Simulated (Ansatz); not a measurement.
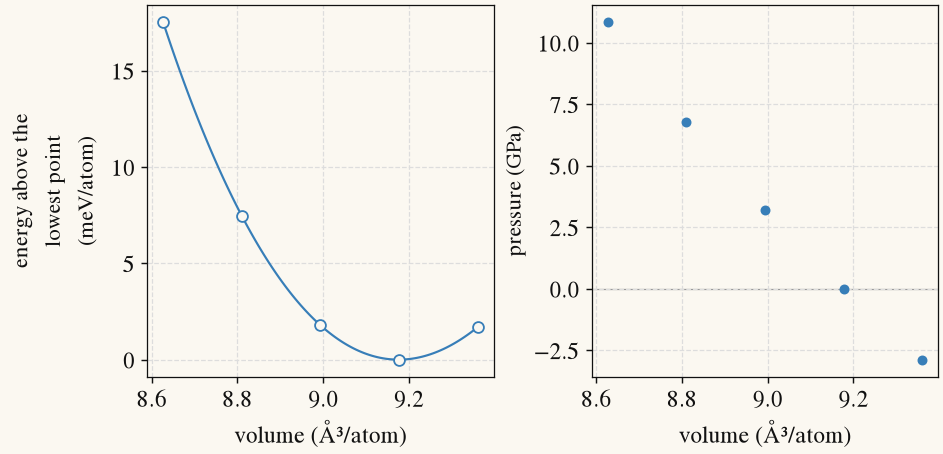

Plotted: energy above the lowest point and pressure against volume for Cu₂O₅, space group Pn-3m (No. 224) (one of a set of cubic test structures, which need not be the stable phase).

Computed with Ansatz 0.2.0 development build: equation of state of a cubic crystal from periodic Kohn-Sham density functional theory without spin, third-order Birch-Murnaghan fit to the free energies; pressure corrected for the finite basis. Level: PBE.

- structure type: cubic X2O5
- atoms in cell: 14
- space group number: 224
- lattice centring: simple cubic
- k mesh: 11×11×11
- occupation method: Fermi–Dirac
- occupation width: 0.06123 eV
- wave cutoff: 700 eV
- datasets: soft-1 PAW
- density tolerance: 1e−09 eV
- bands: 82
- density cutoff ratio: 4
- search for lower states: default

How stiff is the solid, and where is its volume at rest?

Answer. A third-order Birch–Murnaghan fit gives V0 = 9.18 Å³/atom, B0 = 152 GPa and B′ = 4.7.

What does the pressure do across the range?

Answer. It falls from 10.8 GPa at volume 8.6267 Å³/atom to −2.9 GPa at 9.3609 Å³/atom, and changes sign near 9.18 Å³/atom.

Note: cubic model structure, not the ambient form; modest k-mesh, values are not fully converged in k; no spin polarisation, a magnetic state may lie lower.
